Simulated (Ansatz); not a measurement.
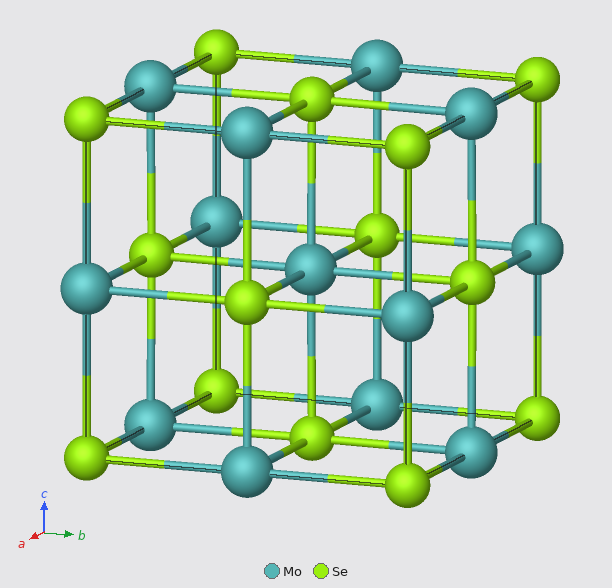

Crystal structure, ball-and-stick style, seen slightly off an axis. The frame is the drawn cell (a repeat of the simulation cell); atoms at its boundary are shown with their periodic copies. Cell: a = 5.34 Å, b = 5.37 Å, c = 5.37 Å, α = 90.00°, β = 90.00°, γ = 90.00°.

The initial geometry was a structure type filled with these elements by a generator (whether the compound takes this form wasn't checked). The cell was then strained or its atoms displaced on purpose. It was run through Ansatz as a DFT input.

**What is this?**

The material is MoSe. Strictly the space group is P4mm (No. 99, within 0.01 Å). It is a distorted form of a face-centred cubic structure, space group Fm-3m (No. 225) within 0.25 Å: rock salt (NaCl type). In the cell are 4 Mo, 4 Se, which makes 4 formula units. Each Mo atom is coordinated by six Se in an octahedral arrangement at about 2.6 to 2.7 Å. Each Se has six Mo in an octahedral arrangement at about 2.6 to 2.7 Å. The bonds build a three-dimensional framework.

Theory: Ansatz, DFT PBE, scalar-relativistic, plane waves, PAW. Numerical settings: a basis cut at 420 eV, k-points about 0.28 Å⁻¹ apart, Gaussian smearing of 0.05 eV, collinear spins.

**Which atoms carry magnetic moments in this run, and how do they order?**

The state reached is antiferromagnetic. Sizes: Mo 2.0 μB; net moment 0.0 μB in the run's cell of 4 atoms.

**What is the electronic character?**

A metal: bands cross the Fermi level.

**Are forces and stress small enough to call this relaxed?**

No. The largest force is 0.25 eV/Å, on Se. The pressure is 0.0 GPa, close to zero.

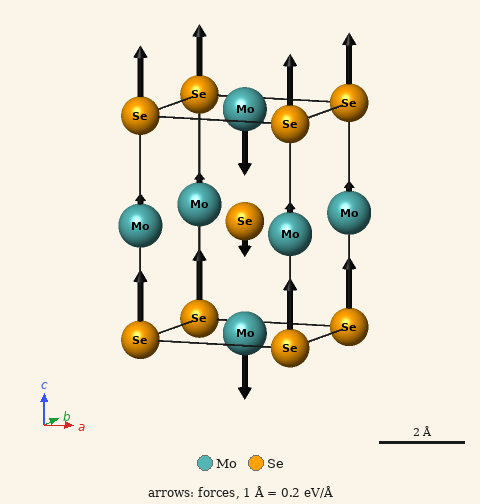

The forces as arrows. The run's cell of 4 atoms is drawn in a reduced setting, so axes and origin can differ from the first picture.
